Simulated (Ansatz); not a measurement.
```
CELL_PARAMETERS angstrom
9.34907 0.00000 0.00000
0.00000 2.91696 0.00000
0.00000 0.00000 4.72400
ATOMIC_POSITIONS crystal
Al 0.16110 0.25000 0.94419
Al 0.83890 0.75000 0.05581
Al 0.33890 0.75000 0.44419
Al 0.66110 0.25000 0.55581
O 0.77606 0.25000 0.24922
O 0.22394 0.75000 0.75078
O 0.72394 0.75000 0.74922
O 0.27606 0.25000 0.25078
O 0.96569 0.25000 0.84393
O 0.03431 0.75000 0.15607
O 0.53431 0.75000 0.34393
O 0.46569 0.25000 0.65607
```

Space group Pnma; changed on purpose from its base cell (strain along c alone, the other axes held, atoms relaxed: -2.0 %); spin-polarised.

Level of theory: DFT PBE, scalar-relativistic, plane waves, PAW in Ansatz 0.2.0.

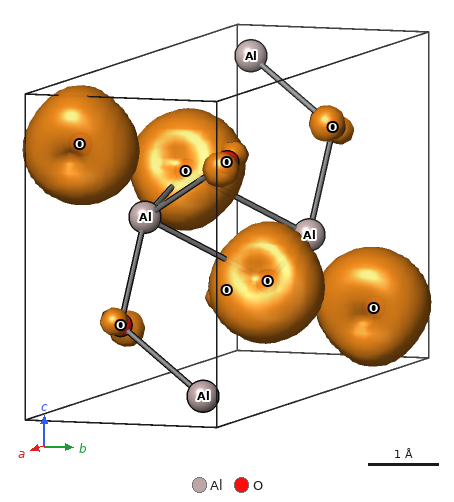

AlO₂. Isosurface of the spin density (up minus down) at +0.1 e/Å³ (orange), seen slightly off an axis. Sticks mark near contacts.

In a PAW calculation such maps are meaningful between the atoms, not at the nuclei.

### Which atoms carry the moments, and with what signs?

The spin density sits on O: +0.8 μB (×4) in one cell of 12 atoms, with smaller moments on other sites: O (up to +0.06 μB): parallel main moments (a ferromagnetic arrangement) in this solution. The cell of the calculation (12 atoms) carries 4.0 μB of net spin moment.
